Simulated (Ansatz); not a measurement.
**Run report: AlGa3N4, single-point calculation**

The run: single-point calculation of AlGa3N4 (8 atoms in the cell). Method and program: DFT PBEsol, scalar-relativistic, plane waves, PAW, no spin polarisation (Ansatz 0.2.0).

The structure derives from a Materials Project entry. Figures and captions count atoms from 1; the log counts them from 0 in places.

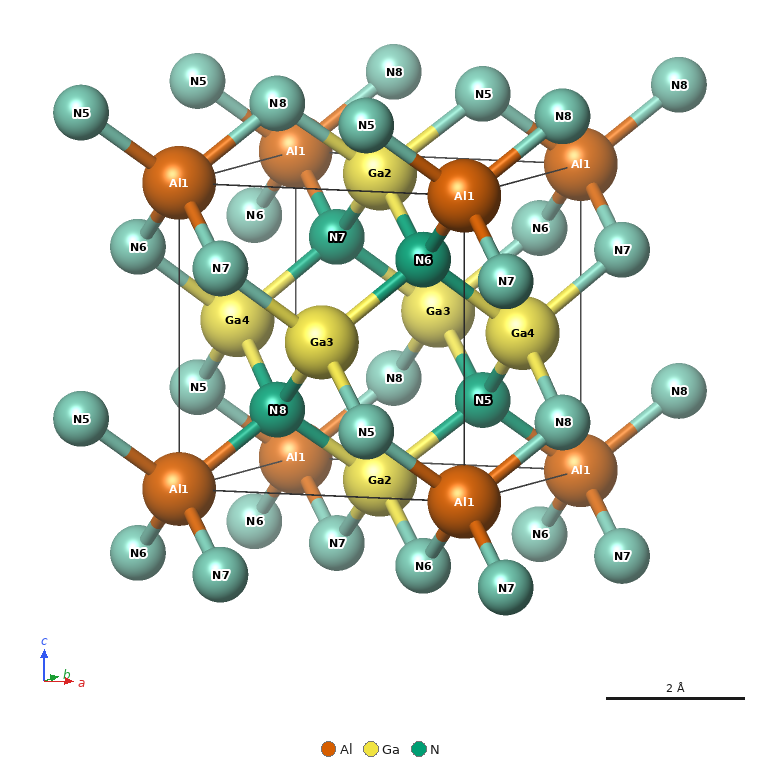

*The structure (ball-and-stick view of the cell of the calculation, seen slightly off an axis; neighbours outside the cell are drawn fainter; atoms are numbered from 1 in the order of the input). An atom can appear more than once, as a periodic image.*

**Results in brief**

| quantity | value |
| --- | --- |
| outcome | converged |
| space group (tolerance 0.01 Å) | P-43m (215) |
| electrons treated | 62 |
| free energy | −13274.4051 eV |
| Fermi energy | 9.998 eV |
| gap on the k-point mesh | 2.28 eV |
| pressure | −0.55 GPa |
| largest force (length of the vector) | 0.130 eV/Å |
| hardware | 4 threads of Arm Neoverse V1, 24 GiB of memory available, shared host |
| wall time | 1.1 s (CPU time 3.4 s) |
| peak memory | 0.35 GiB |

**The input**
```yaml
crystal:
  lattice:
    - [4.47168536, 0.0, 0.0]
    - [0.0, 4.47168536, 0.0]
    - [0.0, 0.0, 4.47168536]
  atoms:
    - { symbol: Al, position: [0.0, 0.0, 0.0] }
    - { symbol: Ga, position: [0.5, 0.5, 0.0] }
    - { symbol: Ga, position: [0.5, 0.0, 0.5] }
    - { symbol: Ga, position: [0.0, 0.5, 0.5] }
    - { symbol: "N", position: [0.75571442, 0.75571442, 0.24428558] }
    - { symbol: "N", position: [0.75571442, 0.24428558, 0.75571442] }
    - { symbol: "N", position: [0.24428558, 0.75571442, 0.75571442] }
    - { symbol: "N", position: [0.24428558, 0.24428558, 0.24428558] }
basis:
  ecutwfc: 420
kpoints:
  mp_grid: { grid: [4, 4, 4] }
hamiltonian:
  xc: pbesol
scf:
  occupations: { method: gaussian, width: 0.1 }
output:
  forces: true
  stress: true
  eigenvalues: true
```

Command:
```bash
ansatz run input.yaml --threads 4 --pin off --max-ram 10240MiB --backend cpu --events-out ev --progress --plain --runs-dir out
```

**Output**
```
Engine: ansatz 0.2.0, aarch64-unknown-linux-gnu
Pseudopotentials: kind: paw
Pseudopotential: Al, paw, valence charge 3, recommended cutoff 420 eV (normal), Al.paw.azcp
Pseudopotential: Ga, paw, valence charge 13, recommended cutoff 420 eV (normal), Ga.paw.azcp
Pseudopotential: N, paw, valence charge 5, recommended cutoff 420 eV (normal), N.paw.azcp
Functional definition: PBEsol
  exchange = pbesol_x
  correlation = pbesol_c
Crystal: 8 atoms, lattice volume = 89.416 Å³
Basis set: ecut = 420 eV, 1743 PW (Γ), exchange–correlation on 60×60×60 points (8 copies of the dense FFT grid, shifted against one another)
Bands: 39, of which v1, the nominal top of the filled ones, is band 31 counted from 1 (30 counted from 0)
Symmetry: 24 space group operations
Space group: P-43m (ITA 215), of the structure as read, at distance tolerance 4.5e-5 Å
k-points: 10 of 64 (time reversal used)
Non-local potential: Al, projectors of the file, l = 0: 2, l = 1: 2, l = 2: 1
Non-local potential: Ga, projectors of the file, l = 0: 2, l = 1: 2, l = 2: 3, l = 3: 1
Non-local potential: N, projectors of the file, l = 0: 2, l = 1: 2, l = 2: 1
PAW form: soft (Blöchl's): semilocal exchange-correlation on the pseudo side does not see the compensation charge
PAW frozen core: Al, regenerated for the run's functional, and the local potential with it (the file was generated under x = pbe(κ = 0.804, μ = 0.2195149727645171), c = pbe(β = 0.06672455060314922))
PAW frozen core: Ga, regenerated for the run's functional, and the local potential with it (the file was generated under x = pbe(κ = 0.804, μ = 0.2195149727645171), c = pbe(β = 0.06672455060314922))
PAW frozen core: N, regenerated for the run's functional, and the local potential with it (the file was generated under x = pbe(κ = 0.804, μ = 0.2195149727645171), c = pbe(β = 0.06672455060314922))
PAW one-centre angular grid: Al, 110 points (default); XC on 64 Gauss nodes
PAW one-centre angular grid: Ga, 590 points (default); XC on 64 Gauss nodes
PAW one-centre angular grid: N, 110 points (default); XC on 64 Gauss nodes
Initial density: superposition of atomic densities (neutral atoms: chi_scale 0, normalization atom), corrected by the library's trained network
Initial wavefunctions: pseudopotential atomic-orbital guess
Functional: x = pbesol(κ = 0.804, μ = 0.12345679012345678), c = pbesol(β = 0.046)
SCF iter   1: F=—  HF=-13274.440584 eV  |F-HF|=—  |Δ(HF+E_count)|=         —  Δρ=1.18e-2  dr2=1.24e-1  ethr=1.77e-3  ⟨swp⟩=6.0  Hψ=1544  notcnv=0
preconditioner: auto → Resta (q_TF=auto, 2.567 Å⁻¹)  ε∞=4.7  [insulator: Δε(μ)=2.190 eV  Ē_g=16.070 eV  σ=0.100 eV  W_gap=1.00  n_scr=26 (ndim 8)  ℏωp=30.9 eV  f_vac=0.000  D(μ)=0.00/eV (n_scr^D=0)  ε∞_Penn≈4.7]
SCF iter   2: F=—  HF=-13274.405623 eV  |F-HF|=—  |Δ(HF+E_count)|=   3.50e-2  Δρ=1.80e-3  dr2=2.83e-3  ethr=2.00e-4  ⟨swp⟩=2.0  Hψ=592  notcnv=0  defer=22
SCF iter   3: F=—  HF=-13274.405184 eV  |F-HF|=—  |Δ(HF+E_count)|=   4.39e-4  Δρ=8.63e-4  dr2=5.75e-4  ethr=4.57e-6  ⟨swp⟩=2.7  Hψ=666  notcnv=0  defer=16
automatic band count: iteration 3 solves 38 bands in place of 39: the levels show a gap, and the empty bands left out lie too high to hold charge; the band table lists the bands solved (type scf.n_extra_bands for more)
SCF iter   4: F=—  HF=-13274.405177 eV  |F-HF|=—  |Δ(HF+E_count)|=   6.54e-6  Δρ=2.02e-4  dr2=3.55e-5  ethr=9.27e-7  ⟨swp⟩=3.0  Hψ=753  notcnv=0  defer=16
SCF iter   5: F=—  HF=-13274.405085 eV  |F-HF|=—  |Δ(HF+E_count)|=   9.22e-5  Δρ=1.11e-4  dr2=6.63e-6  ethr=5.73e-8  ⟨swp⟩=2.0  Hψ=667  notcnv=0  defer=16
SCF iter   6: F=—  HF=-13274.405089 eV  |F-HF|=—  |Δ(HF+E_count)|=   3.55e-6  Δρ=1.21e-5  dr2=1.00e-7  ethr=1.07e-8  ⟨swp⟩=2.9  Hψ=696  notcnv=0  defer=16
SCF iter   7: F=-13274.405089 eV  HF=-13274.405089 eV  |F-HF|=2.96e-9  |Δ(HF+E_count)|=   6.05e-8  Δρ=2.21e-6  dr2=2.76e-9  ethr=1.61e-10  ⟨swp⟩=7.7  Hψ=1352  notcnv=0
SCF 1 converged in 7 iterations: F = -13274.405089 eV  dr2 = 2.76e-9
  greatest PAW one-centre occupation: 0.995 electrons in one spin orbital (limit 2), on the Ga atom at site 2 (counted from 0), in its partial waves of l = 2
```

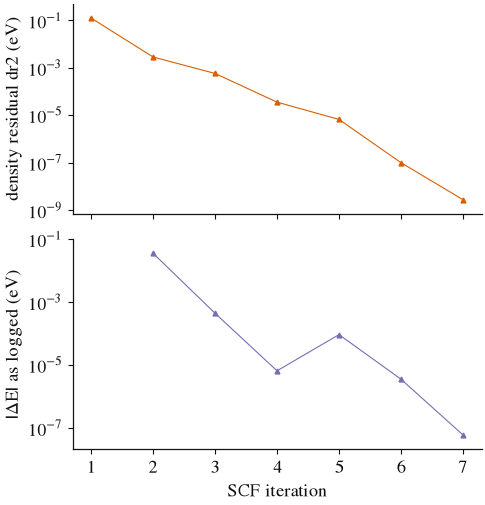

*Convergence of the self-consistent field: density residual dr2 and size of the energy change against the SCF iteration.*

The residual falls at every step.

```
SCF converged after 7 iterations
Free energy (F): -13274.405089 eV
Harris-Foulkes:  -13274.405089 eV  (|F-HF|=2.96e-9)
Internal energy: -13274.405089 eV  (E = F + TS)
E sigma→0 (E₀):  -13274.405089 eV
Fermi energy:    9.998453 eV
--- Per-component energies (eV) ---
  E_band       = -21.638147
  E_kinetic    = 898.118398
  E_local      = -6510.149896  (includes V_loc(G=0)·N_el)
  E_nonlocal   = 1482.064195
  E_hartree    = 2975.775481
  E_xc         = -483.513256
  E_vxc        = -508.727826  (∫ρ·V_xc dr)
  E_paw        = -6805.564255  (= ΣΔE_a)
  E_vpaw       = -1334.494581  (= ΣTr[D̂ρ^β])
  E_aug_tail   = 0.000184  (compensation charges beyond the density's cutoff)
  E_ewald      = -4833.856408
  E_core_change = 2.720468  (= ΣΔE_core)
  E_smearing   = -0.000000  (= −TS)
  E_closure    = 0.000000  (closes the sum)
  Σ components = -13274.405089   (vs F -13274.405089, Δ=0.00e0)
--- Forces (eV/Å), atoms counted from 1 ---
  atom   1  Al    -0.00000000    -0.00000000     0.00000000
  atom   2  Ga    -0.00000000    -0.00000000     0.00000000
  atom   3  Ga    -0.00000000     0.00000000     0.00000000
  atom   4  Ga    -0.00000000     0.00000000    -0.00000000
  atom   5  N     -0.07511695    -0.07511695     0.07511695
  atom   6  N     -0.07511695     0.07511695    -0.07511695
  atom   7  N      0.07511695    -0.07511695    -0.07511695
  atom   8  N      0.07511695     0.07511695     0.07511695
  max |Σ_I F_I| component: 1.25e-16 eV/Å
--- Stress (GPa, compression-positive) ---
       -0.552874      -0.000000       0.000000
       -0.000000      -0.552874      -0.000000
        0.000000       0.000000      -0.552874
  P = ⅓ Tr σ = -0.5529 GPa (-5.529 kbar)
--- Band table (eV; the first three rows and the last of 10) ---
  k-point 0: bands = ["-6.7895", "-5.5485", "-5.5485", "-5.5485", "-4.3307", "-4.3092", "-4.3092", "-4.3092", "-4.2305", "-4.2305", "-4.0968", "-4.0968", "-4.0968", "-4.0607", "-4.0607", "-3.9991", "-2.5820", "-2.5820", "-2.5820", "2.7993", "2.7993", "3.5717", "6.3957", "6.3957", "6.3957", "6.3986", "6.3986", "6.3986", "8.8584", "8.8584", "8.8584", "11.1336", "12.2025", "12.2025", "12.2025", "15.2684", "15.2684", "17.2577"]
  k-point 1: bands = ["-6.5472", "-5.6309", "-5.5514", "-5.5514", "-4.3147", "-4.3010", "-4.3010", "-4.2596", "-4.2150", "-4.2030", "-4.1580", "-4.1580", "-4.0940", "-4.0843", "-4.0605", "-4.0192", "-3.1613", "-2.4670", "-2.4670", "3.0518", "3.3353", "4.0496", "5.7713", "5.8719", "5.8719", "5.9468", "6.7052", "6.7052", "7.5373", "8.4551", "8.4551", "12.4758", "12.8793", "13.4121", "13.4121", "15.7120", "16.2716", "17.7367"]
  k-point 2: bands = ["-6.0758", "-5.9214", "-5.5545", "-5.5545", "-4.2690", "-4.2630", "-4.2630", "-4.2439", "-4.2439", "-4.2125", "-4.1879", "-4.1697", "-4.0787", "-4.0695", "-4.0484", "-3.9520", "-3.8933", "-2.3540", "-2.3540", "3.4404", "3.7508", "5.0557", "5.1380", "5.4390", "5.4390", "5.5422", "6.0206", "7.3840", "7.3840", "7.6692", "7.6692", "13.6786", "13.7873", "14.9939", "14.9939", "16.5020", "16.5876", "17.4712"]
  k-point 9: bands = ["-5.8876", "-5.6837", "-5.6837", "-5.6837", "-4.3179", "-4.3179", "-4.3179", "-4.2455", "-4.2455", "-4.1342", "-4.1342", "-4.1342", "-4.0316", "-4.0316", "-4.0316", "-3.1303", "-3.1303", "-3.1303", "-2.6579", "1.9403", "1.9403", "1.9403", "2.5486", "7.8593", "7.8593", "7.8593", "8.1235", "8.1235", "8.1849", "8.1849", "8.1849", "13.7565", "13.7565", "13.7565", "15.0044", "17.7604", "17.7604", "17.7604"]
```

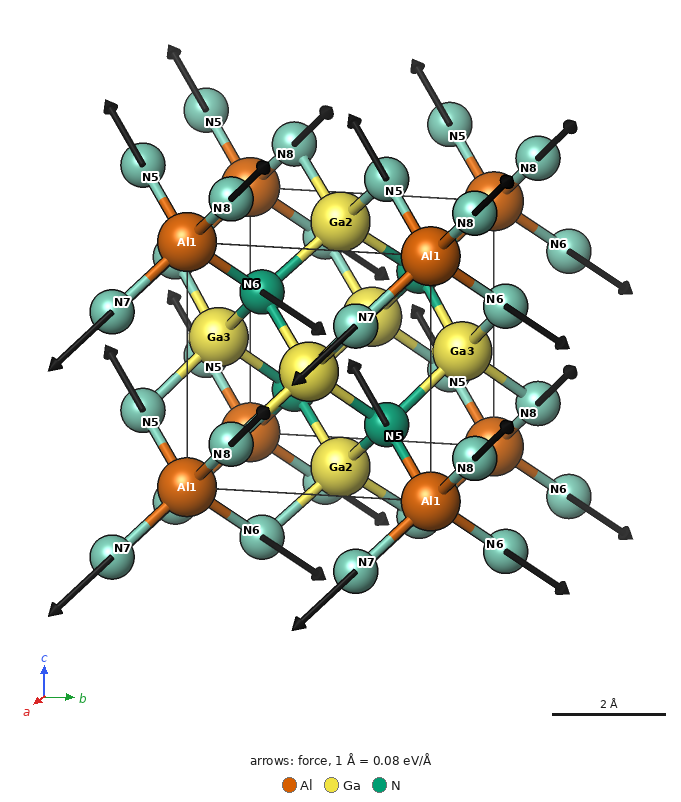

*Forces on the atoms as black arrows (ball-and-stick view of the cell of the calculation, seen slightly off an axis; neighbours outside the cell are drawn fainter; atoms are numbered from 1 in the order of the input).*

The largest act on all 4 N atoms (0.13 eV/Å). The geometry is not a stationary point of this energy.

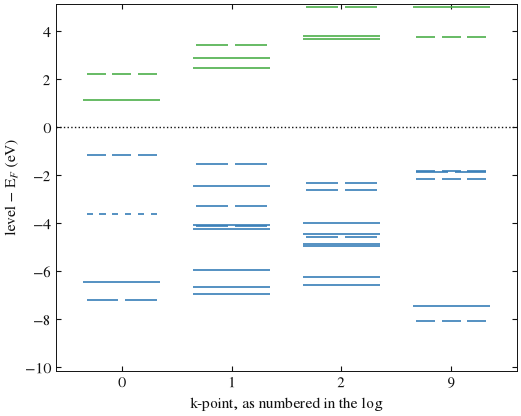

*Kohn–Sham levels near the Fermi level (dotted) at the few k-points that the log prints; levels within 0.02 eV of each other stand side by side.*

Among these points the highest filled and lowest empty levels are 2.28 eV apart, which is the gap on the mesh.
